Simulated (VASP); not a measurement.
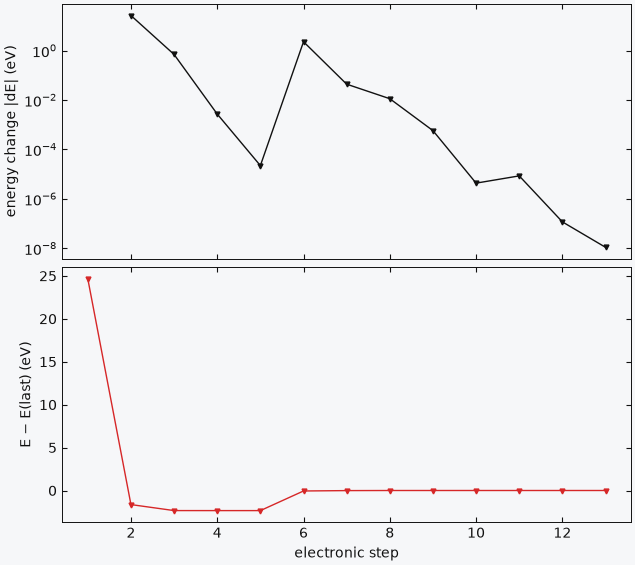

The plot shows the electronic steps of a calculation: energy change |dE|, free energy less its last value.

AlN (2 atoms in the cell), run with VASP.

INCAR
```
ENCUT = 520.000000
SIGMA = 0.020000
EDIFF = 1.00e-07
GGA = PE
PREC = Accurate
IBRION = -1
ISIF = 2
ISMEAR = -1
NBANDS = 11
NSW = 0
LASPH = .TRUE.
LCHARG = .FALSE.
LWAVE = .FALSE.
LREAL = .FALSE.
NELM = 77
ICHARG = 1
```

KPOINTS
```
KPOINTS created by Atomic Simulation Environment
0
Gamma
10 10 10
0 0 0
```

POSCAR
```
Al N
 1.0000000000000000
    -0.0038000000000000    1.9188000000000001    1.9939000000000000
     2.0270999999999999   -0.0803000000000000    2.0703999999999998
     1.9693000000000001    1.9374000000000000   -0.0224000000000000
 Al  N
   1   1
Cartesian
  3.8177372999999997  1.8247948600000001  2.1708007299999994
  2.1899386000000001  1.9262832599999999  2.2930728099999995
```

Question: Was self-consistency reached?

Answer: The run converged; it took 13 steps. The energy change comes down, with one marked jump up, by about 5 orders of magnitude, at step 6. The jump at step 6 comes where the charge density, held fixed for the first 5 steps, starts to be updated.

Question: Is anything amiss with this input?

Answer: The input holds a fault (density file missing or never updated). The SCF closed all the same, which doesn't make the results meaningful for the real system.
